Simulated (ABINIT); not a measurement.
Positron calculation, with input and output: BaF$_{2}$ (part 1 of 2)

BaF$_{2}$ (Fm-3m, 3 atoms in the cell), computed with Kohn-Sham DFT of a periodic cell, PBE, JTH PAW PBE v2.0, no spin polarisation (ABINIT 10.8.3).

The structure derives from an entry of the Crystallography Open Database.

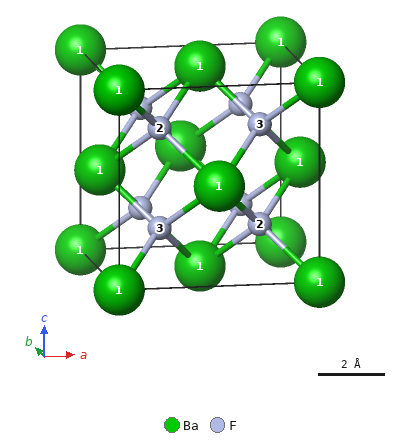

*The structure as given in the input (ball-and-stick view of the cell 4 times as large as that of the calculation, set on its symmetry axes, seen slightly off an axis; atoms are numbered from 1 in the order of the input).*

**Input file**
```
ndtset 2

pp_dirpath "./"
pseudos "Ba.GGA_PBE-JTH.xml, F.GGA_PBE-JTH.xml"

acell 8.2848101991 8.2848101991 8.2848101991
rprim
     0.0000000000     0.7071067812     0.7071067812
     0.7071067812     0.0000000000     0.7071067812
     0.7071067812     0.7071067812     0.0000000000
ntypat 2
znucl 56 9
natom 3
typat 1 2 2
xred
            0.0            0.0            0.0
            3/4            3/4            3/4
            1/4            1/4            1/4

ecut 19.0
pawecutdg 38.0

ixc 11

nstep 80

iomode 3
prteig 0
prtebands 0
prtwf 0

kptopt1 1
ngkpt1 6 6 6
nshiftk1 1
shiftk1 0.0 0.0 0.0
nband1 16
occopt1 3
tsmear1 0.00183747
tolvrs1 1.0e-10
prtden1 1

positron2 1
ixcpositron2 3
getden2 1
kptopt2 0
nkpt2 1
kpt2 0.0 0.0 0.0
nband2 1
occopt2 2
occ2 1.0
posocc2 1.0
toldfe2 1.0e-7
nline2 10
nnsclo2 2
optforces2 0
optstress2 0
prtden2 0
```

Launch command:
```bash
abinit run.abi > log 2>&1
```

**Log**
```
.Version 10.8.3 of ABINIT
 DATASET    1 : space group Fm -3 m (#225); Bravais cF (face-center cubic)
================================================================================
 Values of the parameters that define the memory need for DATASET  1.
     intxc =       0    ionmov =       0      iscf =      17    lmnmax =      18
     lnmax =       6     mgfft =      36  mpssoang =       3    mqgrid =    3001
     natom =       3  nloc_mem =       2    nspden =       1   nspinor =       1
    nsppol =       1      nsym =      48    n1xccc =       1    ntypat =       2
    occopt =       3   xclevel =       2
       mpw =        1614          nfft =       46656          nkpt =          16
 PAW method is used; the additional fine FFT grid is defined by:
   mgfftf=        48    nfftf =    110592
================================================================================
================================================================================

 DATASET    2 : space group Fm -3 m (#225); Bravais cF (face-center cubic)
================================================================================
 Values of the parameters that define the memory need for DATASET  2.
     intxc =       0    ionmov =       0      iscf =      17    lmnmax =      18
     lnmax =       6     mgfft =      36  mpssoang =       3    mqgrid =    3001
     natom =       3  nloc_mem =       2    nspden =       1   nspinor =       1
    nsppol =       1      nsym =      48    n1xccc =       1    ntypat =       2
    occopt =       2   xclevel =       2
       mpw =         820          nfft =       46656          nkpt =           1
 PAW method is used; the additional fine FFT grid is defined by:
   mgfftf=        48    nfftf =    110592
================================================================================
================================================================================

--------------------------------------------------------------------------------
------------- Echo of variables that govern the present computation ------------
--------------------------------------------------------------------------------
 -outvars: echo values of preprocessed input variables --------
            acell      8.2848101991E+00  8.2848101991E+00  8.2848101991E+00 Bohr
              amu      1.37327000E+02  1.89984032E+01
             ecut      1.90000000E+01 Hartree
           getden1          0
           getden2          1
              ixc          11
      ixcpositron1          1
      ixcpositron2          3
           jdtset        1    2
           kptopt1          1
           kptopt2          0
         kptrlatt        6    0    0      0    6    0      0    0    6
          kptrlen1     4.97088612E+01
          kptrlen2     3.00000000E+01
            natom           3
            nband1         16
            nband2          1
           ndtset           2
            ngfft          36      36      36
          ngfftdg          48      48      48
             nkpt1         16
             nkpt2          1
            nline1          4
            nline2         10
           nnsclo1          0
           nnsclo2          2
            nstep          80
             nsym          48
           ntypat           2
           occopt1          3
           occopt2          2
        optforces1          2
        optforces2          0
        optstress1          1
        optstress2          0
        pawecutdg      3.80000000E+01 Hartree
         positron1          0
         positron2          1
           prtden1          1
           prtden2          0
        prtebands           0
           prteig           0
            prtwf           0
            rprim      0.0000000000E+00  7.0710678120E-01  7.0710678120E-01
                       7.0710678120E-01  0.0000000000E+00  7.0710678120E-01
                       7.0710678120E-01  7.0710678120E-01  0.0000000000E+00
           shiftk1     0.00000000E+00  0.00000000E+00  0.00000000E+00
           shiftk2     5.00000000E-01  5.00000000E-01  5.00000000E-01
          spgroup         225
           toldfe1     0.00000000E+00 Hartree
           toldfe2     1.00000000E-07 Hartree
           tolvrs1     1.00000000E-10
           tolvrs2     0.00000000E+00
           tsmear1     1.83747000E-03 Hartree
           tsmear2     1.00000000E-02 Hartree
            typat      1  2  2
           useylm           1
           xangst      0.0000000000E+00  0.0000000000E+00  0.0000000000E+00
                       4.6500749969E+00  4.6500749969E+00  4.6500749969E+00
                       1.5500249990E+00  1.5500249990E+00  1.5500249990E+00
            xcart      0.0000000000E+00  0.0000000000E+00  0.0000000000E+00
                       8.7873682091E+00  8.7873682091E+00  8.7873682091E+00
                       2.9291227364E+00  2.9291227364E+00  2.9291227364E+00
             xred      0.0000000000E+00  0.0000000000E+00  0.0000000000E+00
                       7.5000000000E-01  7.5000000000E-01  7.5000000000E-01
                       2.5000000000E-01  2.5000000000E-01  2.5000000000E-01
            znucl       56.00000    9.00000

================================================================================

 chkinp: Checking input parameters for consistency, jdtset=   1.

 chkinp: Checking input parameters for consistency, jdtset=   2.

================================================================================
== DATASET  1 ==================================================================

--- !DatasetInfo
iteration_state: {dtset: 1, }
dimensions: {natom: 3, nkpt: 16, mband: 16, nsppol: 1, nspinor: 1, nspden: 1, mpw: 1614, }
cutoff_energies: {ecut:  19.0, pawecutdg:  38.0, }
electrons: {nelect:   2.40000000E+01, charge:   0.00000000E+00, occopt:   3.00000000E+00, tsmear:   1.83747000E-03, }
meta: {optdriver: 0, ionmov: 0, optcell: 0, iscf: 17, paral_kgb: 0, }
...

 Exchange-correlation functional for the present dataset will be:
  GGA: Perdew-Burke-Ernzerhof functional - ixc=11
  J.P.Perdew, K.Burke, M.Ernzerhof, PRL 77, 3865 (1996)

 Real(R)+Recip(G) space primitive vectors, cartesian coordinates (Bohr,Bohr^-1):
 R(1)=  0.0000000  5.8582455  5.8582455  G(1)= -0.0853498  0.0853498  0.0853498
 R(2)=  5.8582455  0.0000000  5.8582455  G(2)=  0.0853498 -0.0853498  0.0853498
 R(3)=  5.8582455  5.8582455  0.0000000  G(3)=  0.0853498  0.0853498 -0.0853498
 Unit cell volume ucvol=  4.0209872E+02 bohr^3
 Angles (23,13,12)=  6.00000000E+01  6.00000000E+01  6.00000000E+01 degrees

 Coarse grid specifications (used for wave-functions):

 getcut: wavevector=  0.0000  0.0000  0.0000  ngfft=  36  36  36
         ecut(hartree)=     19.000   => boxcut(ratio)=   2.21451

 getcut : COMMENT -
  Note that boxcut > 2.2 ; recall that boxcut=Gcut(box)/Gcut(sphere) = 2
  is sufficient for exact treatment of convolution.
  Such a large boxcut is a waste : you could raise ecut
  e.g. ecut=   23.294298 Hartrees makes boxcut=2

 Fine grid specifications (used for densities):

 getcut: wavevector=  0.0000  0.0000  0.0000  ngfft=  48  48  48
         ecut(hartree)=     38.000   => boxcut(ratio)=   2.08786

--- Pseudopotential description ------------------------------------------------
- pspini: atom type   1  psp file is ./Ba.GGA_PBE-JTH.xml
 Pseudopotential format is: paw10
 basis_size (lnmax)=  6 (lmn_size= 18), orbitals=   0   0   1   1   2   2
 Spheres core radius: rc_sph= 2.31518568
 Shapefunction is SIN type: shapef(r)=[sin(pi*r/rshp)/(pi*r/rshp)]**2
 Radius for shape functions =  1.90897922
 Compensation charge density is not taken into account in XC energy/potential

- pspini: atom type   2  psp file is ./F.GGA_PBE-JTH.xml
 Pseudopotential format is: paw10
 basis_size (lnmax)=  4 (lmn_size=  8), orbitals=   0   0   1   1
 Spheres core radius: rc_sph= 1.40288605
 Shapefunction is SIN type: shapef(r)=[sin(pi*r/rshp)/(pi*r/rshp)]**2
 Radius for shape functions =  1.20455331
 Compensation charge density is not taken into account in XC energy/potential

   1.75480024E+03                                ecore*ucvol(ha*bohr**3)
--------------------------------------------------------------------------------

================================================================================

--- !BeginCycle
iteration_state: {dtset: 1, }
solver: {iscf: 17, nstep: 80, nline: 4, wfoptalg: 10, }
tolerances: {tolvrs: 1.00E-10, }
...

     iter   Etot(hartree)      deltaE(h)  residm     nres2
 ETOT  1  -74.891345795547    -7.489E+01 4.080E-02 2.057E+01
 ETOT  2  -74.879412273356     1.193E-02 5.992E-03 1.389E+01
 ETOT  3  -74.865822647453     1.359E-02 7.527E-04 9.656E-01
 ETOT  4  -74.866186504506    -3.639E-04 3.561E-04 8.325E-02
 ETOT  5  -74.866612072004    -4.256E-04 6.269E-05 1.227E-02
 ETOT  6  -74.867002940235    -3.909E-04 6.041E-05 9.142E-04
 ETOT  7  -74.867060016893    -5.708E-05 1.979E-05 8.317E-05
 ETOT  8  -74.867062783363    -2.766E-06 1.858E-05 6.830E-06
 ETOT  9  -74.867062801782    -1.842E-08 6.911E-06 2.689E-07
 ETOT 10  -74.867062802467    -6.841E-10 6.539E-06 5.221E-09
 ETOT 11  -74.867062802471    -4.647E-12 2.391E-06 7.070E-10
 ETOT 12  -74.867062802470     9.521E-13 2.290E-06 9.766E-12

 At SCF step   12       nres2   =  9.77E-12 < tolvrs=  1.00E-10 =>converged.

 Cartesian components of stress tensor (hartree/bohr^3)
  sigma(1 1)= -3.88096968E-05  sigma(3 2)=  0.00000000E+00
  sigma(2 2)= -3.88096968E-05  sigma(3 1)=  0.00000000E+00
  sigma(3 3)= -3.88096968E-05  sigma(2 1)=  0.00000000E+00

--- !ResultsGS
iteration_state: {dtset: 1, }
comment   : Summary of ground state results
lattice_vectors:
- [  0.0000000,   5.8582455,   5.8582455, ]
- [  5.8582455,   0.0000000,   5.8582455, ]
- [  5.8582455,   5.8582455,   0.0000000, ]
lattice_lengths: [   8.28481,    8.28481,    8.28481, ]
lattice_angles: [ 60.000,  60.000,  60.000, ] # degrees, (23, 13, 12)
lattice_volume:   4.0209872E+02
convergence: {deltae:  9.521E-13, res2:  9.766E-12, residm:  2.290E-06, diffor: null, }
etotal    :  -7.48670628E+01
entropy   :   0.00000000E+00
fermie    :   8.30556215E-02
cartesian_stress_tensor: # hartree/bohr^3
- [ -3.88096968E-05,   0.00000000E+00,   0.00000000E+00, ]
- [  0.00000000E+00,  -3.88096968E-05,   0.00000000E+00, ]
- [  0.00000000E+00,   0.00000000E+00,  -3.88096968E-05, ]
pressure_GPa:   1.1418E+00
xred      :
- [  0.0000E+00,   0.0000E+00,   0.0000E+00, Ba]
- [  7.5000E-01,   7.5000E-01,   7.5000E-01,  F]
- [  2.5000E-01,   2.5000E-01,   2.5000E-01,  F]
cartesian_forces: # hartree/bohr
- [  1.19696195E-31,   1.19696195E-31,  -1.19696195E-31, ]
- [ -2.39392390E-31,  -2.39392390E-31,   2.39392390E-31, ]
- [  1.19696195E-31,   1.19696195E-31,  -1.19696195E-31, ]
force_length_stats: {min:   2.07319892E-31, max:   4.14639783E-31, mean:   2.76426522E-31, }
...

 Integrated electronic density in atomic spheres:
 ------------------------------------------------
 Atom  Sphere_radius  Integrated_density
    1        2.31519          6.50031360
    2        1.40289          5.65190539
    3        1.40289          5.65190539

================================================================================

 ----iterations are completed or convergence reached----

 Mean square residual over all n,k,spin=   89.995E-10; max=  22.902E-07
 reduced coordinates (array xred) for    3 atoms
       0.000000000000      0.000000000000      0.000000000000
       0.750000000000      0.750000000000      0.750000000000
       0.250000000000      0.250000000000      0.250000000000
 rms dE/dt=  1.4024E-30; max dE/dt=  4.2073E-30; dE/dt below (all hartree)
    1       0.000000000000      0.000000000000      0.000000000000
    2       0.000000000000      0.000000000000      0.000000000000
    3       0.000000000000      0.000000000000      0.000000000000

 cartesian coordinates (angstrom) at end:
    1      0.00000000000000     0.00000000000000     0.00000000000000
    2      4.65007499691869     4.65007499691869     4.65007499691869
    3      1.55002499897290     1.55002499897290     1.55002499897290

 cartesian forces (hartree/bohr) at end:
    1      0.00000000000000     0.00000000000000    -0.00000000000000
    2     -0.00000000000000    -0.00000000000000     0.00000000000000
    3      0.00000000000000     0.00000000000000    -0.00000000000000
 frms,max,avg= 1.6927598E-31 2.3939239E-31   0.000E+00  0.000E+00  0.000E+00 h/b
```
